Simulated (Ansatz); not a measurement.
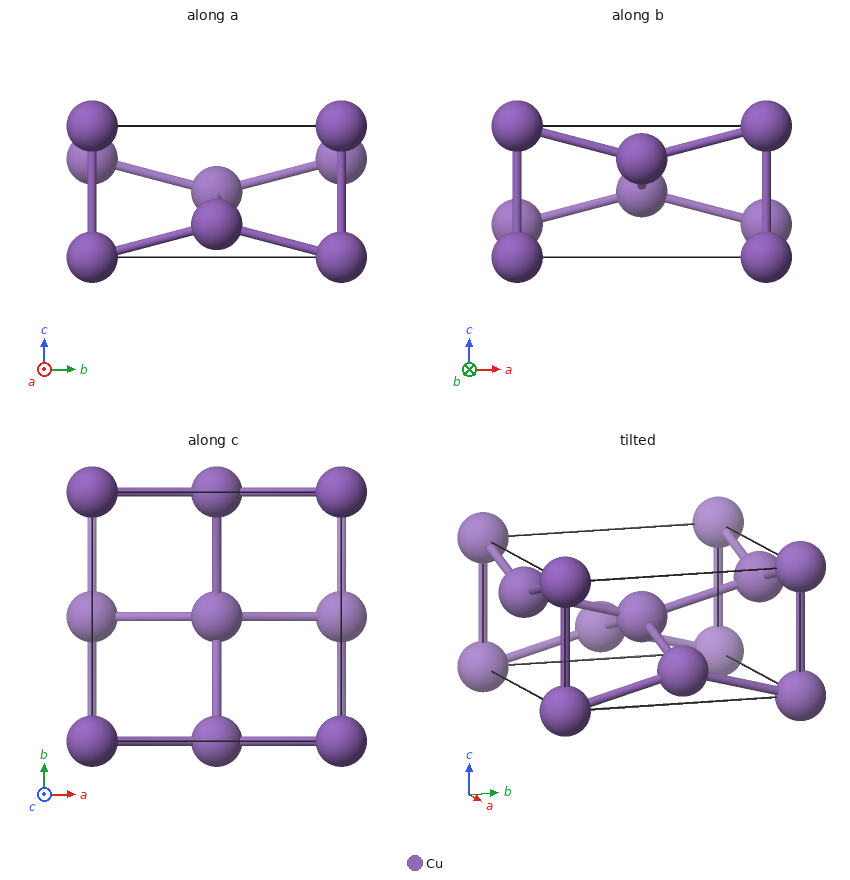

View along the a axis, along the b axis, along the c axis and slightly off an axis, drawn as a ball-and-stick model. One conventional unit cell is framed, with atoms on its boundary repeated.

Lattice parameters: a = 4.644 Å, b = 4.644 Å, c = 2.445 Å, α = 90.00°, β = 90.00°, γ = 90.00°.

**Convert the drawing into a table of Wyckoff sites.**

Space group I4_1/amd:1 (No. 141).
```json
{"atom": "Cu", "site": "4a", "x": "0.0000", "y": "0.0000", "z": "0.0000"}
```

The structure was taken from a structure type filled with this element by a generator (whether the element takes this form wasn't checked). Atoms and cell were optimised with Ansatz 0.2.0, DFT PBE, scalar-relativistic, plane waves, PAW.
